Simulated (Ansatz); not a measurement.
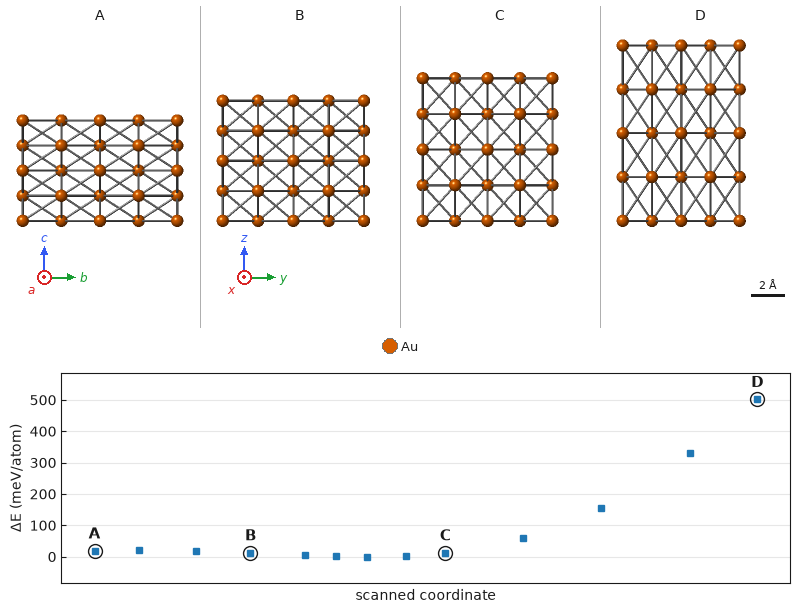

Frames of a one-coordinate scan of a crystal of Au (Fm-3m). x, y and z are the Cartesian axes of the input. A ball-and-stick model of the conventional cell (4 times the calculation's cell), repeated 2 × 2 × 2 with one cell outlined, seen along the a axis. Lengths and directions refer to the drawn axes.

These are results of Ansatz 0.2.0, DFT PBEsol, scalar-relativistic, plane waves, PAW, not measurements. Settings: plane-wave cutoff 420 eV; k-point mesh 22 × 22 × 22; occupations gaussian; smearing width 0.15 eV; no spin polarisation. Energies (free energies at the smearing named) are counted from the cell as listed in its source, which wasn't relaxed.

Q: Which coordinate changes from frame to frame?

A: The ratio of the cell's length along z to its lengths across, counted as 1 for the reference, is changed at fixed volume (a tetragonal or Bain path), with the atoms kept at their fractional coordinates. In the frames the relative ratio is 0.65 (A), 0.85 (B), 1.10 (C), 1.50 (D). Of the computed points the lowest is at the relative ratio 1.00, 0 meV/atom. The unrelaxed reference is under a pressure of −1.0 GPa. The distortion takes the space group from Fm-3m to I4/mmm, except for Im-3m at 0.707. At the relative ratio 1.50 the cell of the drawing goes a 4.091 → 3.574 Å, b 4.091 → 3.574 Å, c 4.091 → 5.361 Å.
